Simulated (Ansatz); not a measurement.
## Electronic structure of Ta15N13 (slab) in real space

Input file:

```
crystal:
  lattice:
    - [2.9035873959, 0.0, 0.0]
    - [0.0, 9.0154793236, 0.0]
    - [0.0, 0.0, 25.4101788287]
  atoms:
    - { symbol: Ta, position: [0.0, 0.5, 0.2951573088] }
    - { symbol: Ta, position: [0.5, 0.1666666667, 0.2951573088] }
    - { symbol: Ta, position: [0.5, 0.8333333333, 0.2951573088] }
    - { symbol: "N", position: [0.0, 0.0, 0.2951573088] }
    - { symbol: "N", position: [0.0, 0.25, 0.3463679816] }
    - { symbol: "N", position: [0.0, 0.75, 0.3463679816] }
    - { symbol: Ta, position: [0.0, 0.0, 0.3975786544] }
    - { symbol: Ta, position: [0.5, 0.6666666667, 0.3975786544] }
    - { symbol: Ta, position: [0.5, 0.3333333333, 0.3975786544] }
    - { symbol: "N", position: [0.0, 0.5, 0.3975786544] }
    - { symbol: "N", position: [0.0, 0.75, 0.4487893272] }
    - { symbol: "N", position: [0.0, 0.25, 0.4487893272] }
    - { symbol: Ta, position: [0.0, 0.5, 0.5] }
    - { symbol: Ta, position: [0.5, 0.1666666667, 0.5] }
    - { symbol: Ta, position: [0.5, 0.8333333333, 0.5] }
    - { symbol: "N", position: [0.0, 0.0, 0.5] }
    - { symbol: "N", position: [0.0, 0.25, 0.5512106728] }
    - { symbol: "N", position: [0.0, 0.75, 0.5512106728] }
    - { symbol: Ta, position: [0.0, 0.0, 0.6024213456] }
    - { symbol: Ta, position: [0.5, 0.6666666667, 0.6024213456] }
    - { symbol: Ta, position: [0.5, 0.3333333333, 0.6024213456] }
    - { symbol: "N", position: [0.0, 0.5, 0.6024213456] }
    - { symbol: "N", position: [0.0, 0.75, 0.6536320184] }
    - { symbol: "N", position: [0.0, 0.25, 0.6536320184] }
    - { symbol: Ta, position: [0.0, 0.5, 0.7048426912] }
    - { symbol: Ta, position: [0.5, 0.1666666667, 0.7048426912] }
    - { symbol: Ta, position: [0.5, 0.8333333333, 0.7048426912] }
    - { symbol: "N", position: [0.0, 0.0, 0.7048426912] }
basis:
  ecutwfc: 420
kpoints:
  mp_grid: { grid: [12, 4, 1] }
hamiltonian:
  xc: pbesol
scf:
  occupations: { method: gaussian, width: 0.1 }
output:
  forces: true
  stress: true
  eigenvalues: true
  write_density: true
  write_potential: true
  elf: true
  volumetric_format: npy
efield:
  axis: 3
  dipole_correction: true
  ramp_width: 0.04
```

Run with:

```sh
ansatz run input.yaml --threads 4 --pin off --max-ram 10240MiB --backend cpu --events-out ev --progress --plain --runs-dir out
```

Not relaxed (largest force 1.8 eV/Å).

All numbers below come from DFT PBEsol, scalar-relativistic, plane waves, PAW in Ansatz 0.2.0.

The density is the valence pseudo-density of a PAW calculation; it isn't the true density close to the nuclei.

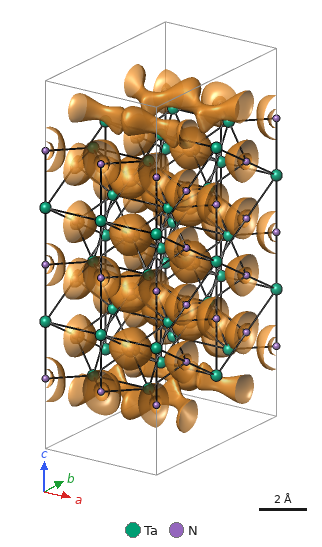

Figure 1. Isosurface of the ELF at 0.6 (orange), seen at an oblique angle. Core shells and regions of very low density are left out. Sticks mark near contacts.

Q: Where are the electrons localised?

A: The ELF exceeds this value in 13 regions wrapped around N (the valence shell of each) and channels that run through the cell in one direction, counted in one cell of 28 atoms. Counts are for one cell; the picture repeats the cell along the surface. Profiles from the grid: Ta–N (2.09 Å): the ELF peaks at about 0.85 in the valence shell of N, 0.6 Å from its nucleus, and drops to about 0.25 between the two atoms; no localised pair shows between them. Ta–Ta (2.90 Å): the ELF is about 0.25 at the midpoint (no localised pair shows between them).

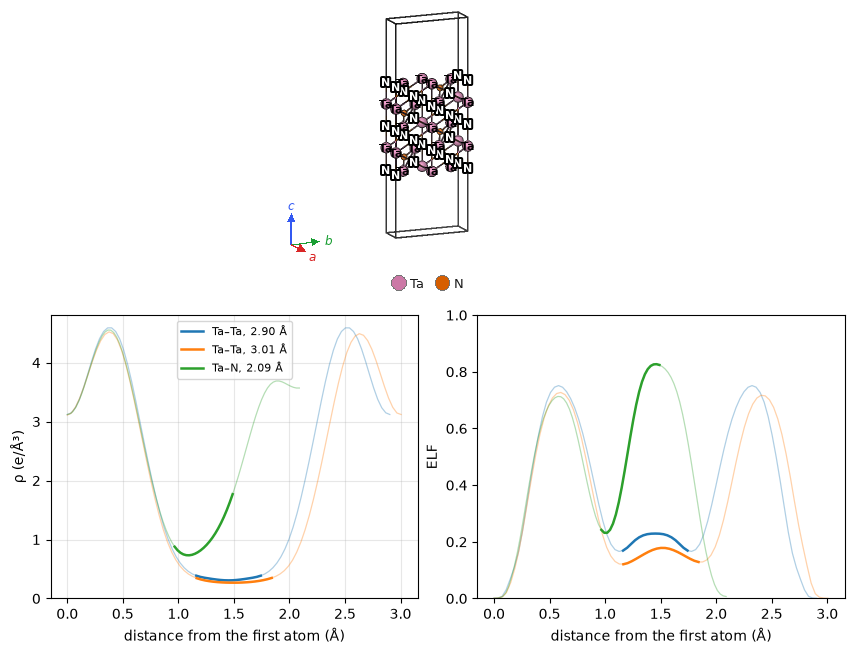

Figure 2. Valence pseudo-density and electron localisation function along straight lines between neighbouring atoms. Thin, pale parts lie inside the atomic spheres. The structure is drawn too.

Q: What can be read from the curves?

A: Ta–Ta (2.90 Å): ρ at the midpoint is about 0.31 e/Å³; the ELF is about 0.25 at the midpoint: no localised pair shows between them.
Ta–Ta (3.01 Å): the density is about 0.27 e/Å³ at the midpoint; the ELF is about 0.20 at the midpoint; no localised pair shows between them.
Ta–N (2.09 Å): ρ at the midpoint is about 0.75 e/Å³; the ELF peaks at about 0.85 in the valence shell of N, 0.6 Å from its nucleus, and drops to about 0.25 between the two atoms: no shared electron pair shows on this line.

Q: Metal or insulator at this level of theory?

A: It is gapless in this calculation (a metal or semimetal).
